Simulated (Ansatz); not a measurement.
Run report: TaN, single-point calculation (part 4 of 4)

TaN (6 atoms in the cell); DFT PBEsol+U, scalar-relativistic, plane waves, PAW, Ueff = 7 eV on Ta atom 1 d; Ueff = 7 eV on Ta atom 2 d; Ueff = 7 eV on Ta atom 3 d, spin-polarised (Ansatz 0.2.0); cutoff 420 eV, 4×4×7 k-mesh, Gaussian smearing of 0.05 eV, collinear spins. The structure derives from an entry of the Crystallography Open Database. The run did not end well. It belongs to a series of runs on one base structure; here: site moments held.

Geometry of the input (Å; fractional positions):
```
5.1850  0.0000  0.0000
-2.5925  4.4903  0.0000
0.0000  0.0000  2.9080
Ta 0.0000  0.0000  0.0000
Ta 0.3333  0.6667  0.5000
Ta 0.6667  0.3333  0.5000
N  0.5000  0.0000  0.0000
N  0.5000  0.5000  0.0000
N  0.0000  0.5000  0.0000
```

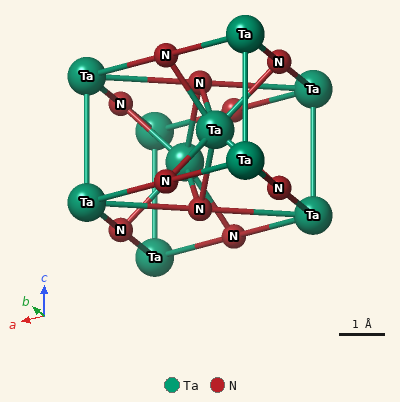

The structure (ball-and-stick view of the cell of the calculation, seen at an oblique angle).

## What went wrong

The run did not converge: “did not converge after 150 iterations: delta_e = 7.71e-3 (threshold 1.00e-4), under the density mixer `msr1`, which `scf.mixing.algorithm: auto` chose by the deck's other keys (type `scf.mixing.algorithm: msr1` to keep it) …” Its last values are not results. Notes on the run: the SCF threshold is looser than advised for the printed stress.
